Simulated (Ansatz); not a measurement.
Input

```
crystal:
  lattice:
    - [5.216053, 1.333838, -0.040083]
    - [1.353142, 5.530283, 0.001789]
    - [-0.019649, -0.039789, 5.704096]
  atoms:
    - { symbol: Ga, position: [0.6722248654, 0.0792664884, 0.3012716776] }
    - { symbol: Ga, position: [0.5143428783, 0.3670910402, 0.8132940696] }
    - { symbol: Ga, position: [0.0103795686, 0.3955670498, 0.1296452739] }
    - { symbol: Ga, position: [0.1544664607, 0.089084641, 0.6199052441] }
    - { symbol: Ga, position: [0.6886539528, 0.7115186772, 0.6375692548] }
    - { symbol: Ga, position: [0.3458173632, 0.7544963695, 0.1402168269] }
    - { symbol: "N", position: [0.3232647575, 0.7563574744, 0.7872663691] }
    - { symbol: "N", position: [0.5284354612, 0.0993942957, 0.6150049991] }
    - { symbol: "N", position: [0.7071369989, 0.7094574102, 0.2801930527] }
    - { symbol: "N", position: [0.3817865467, 0.3822782854, 0.1327564192] }
    - { symbol: "N", position: [0.8897288989, 0.3785010625, 0.8033822079] }
    - { symbol: "N", position: [0.0423702877, 0.0702779627, 0.2913115972] }
basis:
  ecutwfc: 420
kpoints:
  mp_grid: { grid: [5, 5, 4] }
hamiltonian:
  xc: pbe
scf:
  occupations: { method: gaussian, width: 0.02 }
  n_extra_bands: 8
output:
  forces: true
  stress: true
  eigenvalues: true
  populations: true
  dos:
    method: { smearing: { sigma: 0.1, scheme: gaussian } }
    projected: true
    de: 0.02
  write_density: true
  write_potential: true
  elf: true
  volumetric_format: npy
```

Command:

```sh
ansatz run input.yaml --threads 2 --pin off --max-ram 5120MiB --backend cpu --events-out ev --progress --plain --runs-dir out
```

Theory: DFT PBE, scalar-relativistic, plane waves, PAW (Ansatz 0.2.0).

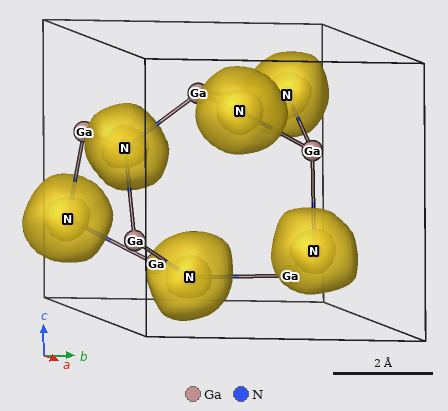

GaN (amorphous cell). Isosurface of the electron localisation function at 0.7 (yellow), seen slightly off an axis. Core shells and regions of very low density are left out. Sticks mark near contacts.

Core electrons are frozen (PAW), and the valence fields are smoothed inside the atomic spheres.

Question: Where are the electrons localised?

Answer: The surface consists of six regions wrapped around N (the valence shell of each), counted in one cell of 12 atoms. Any copies at cell faces, edges or corners count once. Along the contacts the grid gives the following. Ga–N (1.86 Å): the ELF peaks at about 0.85 in the valence shell of N, 0.7 Å from its nucleus, and is about 0.50 at the midpoint. Ga–N (1.91 Å): the ELF peaks at about 0.85 in the valence shell of N, 0.6 Å from its nucleus, and is about 0.50 at the midpoint.

Question: Metal or insulator at this level of theory?

Answer: It is gapped, with a Kohn–Sham gap of 1.2 eV on the k-point mesh, an upper bound to the gap of this method.
